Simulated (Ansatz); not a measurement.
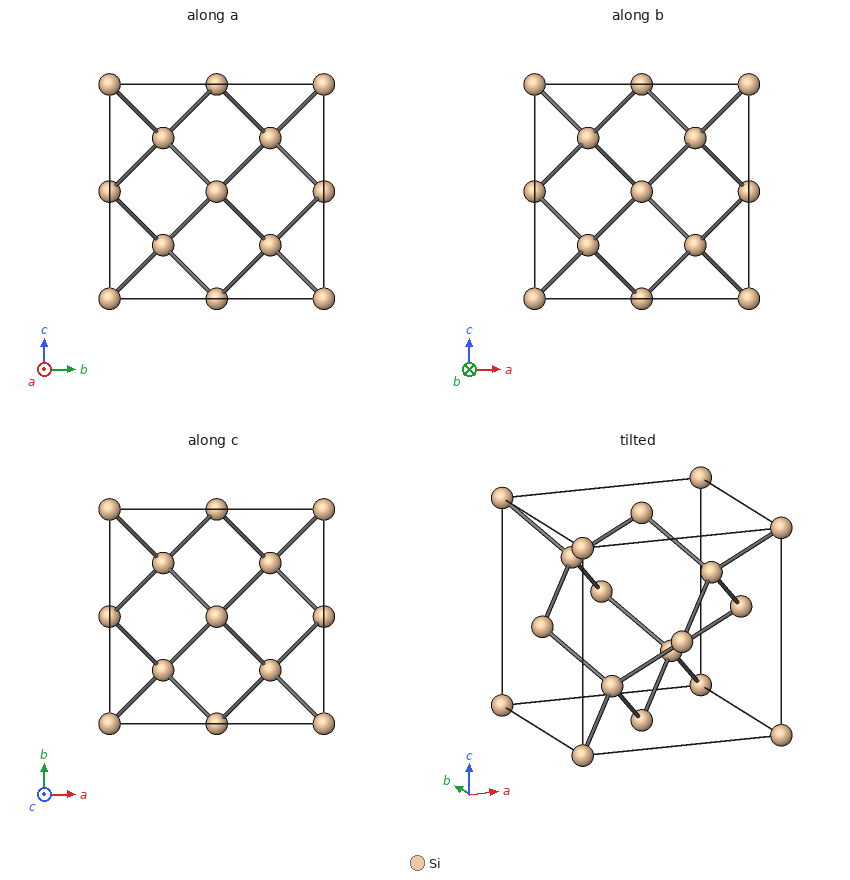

Drawn in the ball-and-stick manner and seen along the a axis, along the b axis, along the c axis and slightly off an axis. The wireframe shows the conventional unit cell.

Lattice parameters: a = 5.470 Å, b = 5.470 Å, c = 5.470 Å, α = 90.00°, β = 90.00°, γ = 90.00°.

Reconstruct the structure as a table of Wyckoff sites.

Answer. Space group Fd-3m:1 (No. 227).
| atom | site | x | y | z |
| --- | --- | --- | --- | --- |
| Si | 8a | 0.0000 | 0.0000 | 0.0000 |

Provenance: a structure type filled with this element by a generator (whether the element takes this form wasn't checked). Earlier steps of the study may have refined or changed the cell and positions. A calculation with Ansatz used it as input.
